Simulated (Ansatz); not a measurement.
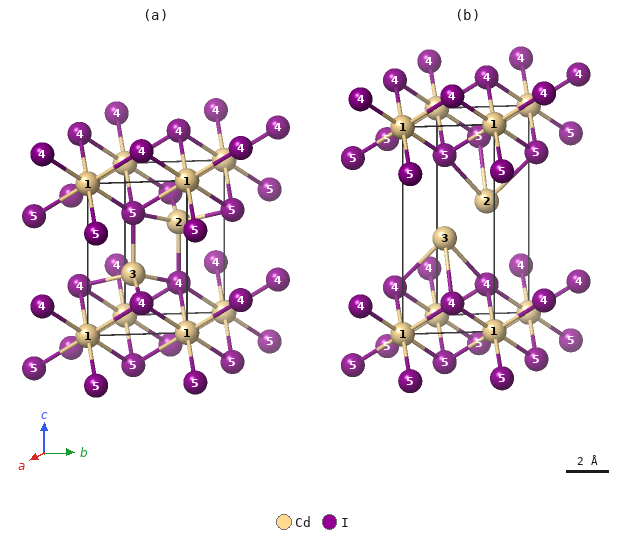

The structure of crystalline Cd3I2 (built on the A-type sesquioxide_164 type) (coarse preliminary run) before (left) and after (right) a relaxation, at one scale.

Style: ball-and-stick. Shown: the cell of the calculation, slightly off an axis.

Case: anti-A-type sesquioxide type (P-3m1, No. 164).

Level of theory: DFT PBE, scalar-relativistic, plane waves, PAW (Ansatz 0.2.0). (plane-wave cutoff 420 eV; k-point mesh 6 × 6 × 2; occupations gaussian; smearing width 0.1 eV; no spin polarisation; cell and atoms relaxed; force threshold 0.04 eV/Å; at most 70 steps)

Describe what moved and what it gained.

Answer. After 15 accepted moves (17 points after the start) the energy has fallen by 437 meV per atom. The largest force component goes from 0.91 to 0.032 eV/Å. The pressure goes from 7.77 to −0.27 GPa. The SCF was repeated twice at an unchanged geometry on a basis and grid sized afresh for the cell, which shifted the energy by 20.5 meV per atom at most. The largest moves relative to the cell, 0.77 Å, are those of I4 and I5. I5 goes along +c. By element the largest moves are I 0.77 Å, Cd 0.74 Å. Cell: a = b 4.844 → 4.482 Å (−7.5 %), c 7.536 → 10.257 Å (+36.1 %). Volume +16.6 %. Near-neighbour distances that change, for instance: Cd2–I4 3.014 → 4.125 Å, Cd2–I5 2.917 → 3.696 Å, Cd1–I4 3.351 → 3.122 Å. Bonds break: Cd2–I4 (3.01 → 4.13 Å), Cd3–I5 (3.01 → 4.13 Å). The space group stays P-3m1 (No. 164).

Limits of the set-up: the k-point mesh is coarse for a cell with partly filled bands.
